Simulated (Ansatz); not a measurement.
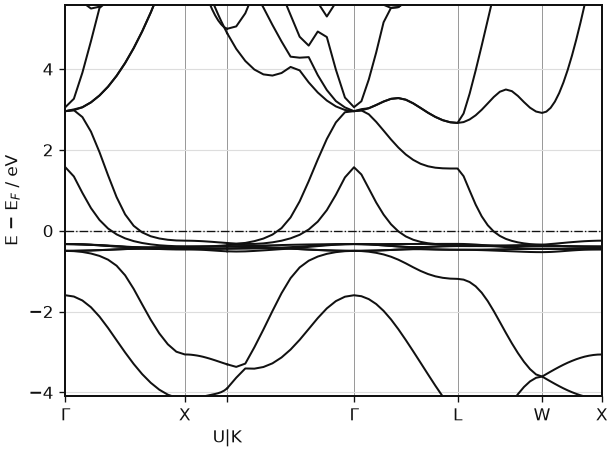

Band structure. Energies are counted from the Fermi level.

System: YbH3, space group Fm-3m, 4 atoms in the cell, BiF3 type.

```cif
data_structure
_symmetry_space_group_name_H-M 'Fm-3m'
_symmetry_Int_Tables_number 225
_cell_length_a 5.0020
_cell_length_b 5.0020
_cell_length_c 5.0020
_cell_angle_alpha 90.000
_cell_angle_beta 90.000
_cell_angle_gamma 90.000
_cell_volume 125.15
loop_
_atom_site_label
_atom_site_type_symbol
_atom_site_symmetry_multiplicity
_atom_site_Wyckoff_symbol
_atom_site_fract_x
_atom_site_fract_y
_atom_site_fract_z
_atom_site_occupancy
Yb1 Yb 4 a 0.00000 0.00000 0.00000 1
H1 H 4 b 0.50000 0.00000 0.00000 1
H2 H 8 c 0.25000 0.75000 0.75000 1
```

Ansatz; DFT PBEsol, scalar-relativistic, plane waves, PAW, no spin polarisation, 10×10×10 k mesh, Gaussian smearing of 0.05 eV.

Does this material conduct, going by its bands?

A metal: 2 bands cross the Fermi level along this path.

Are there flat bands near the Fermi level?

5 bands within 1.5 eV of the Fermi level are narrower than 0.3 eV along the path; they lie between −0.5 and −0.3 eV and signal localised states.

The structure was built from a prototype or by substitution, so it need not be a known phase. Spin-orbit coupling is left out, which matters for Yb.
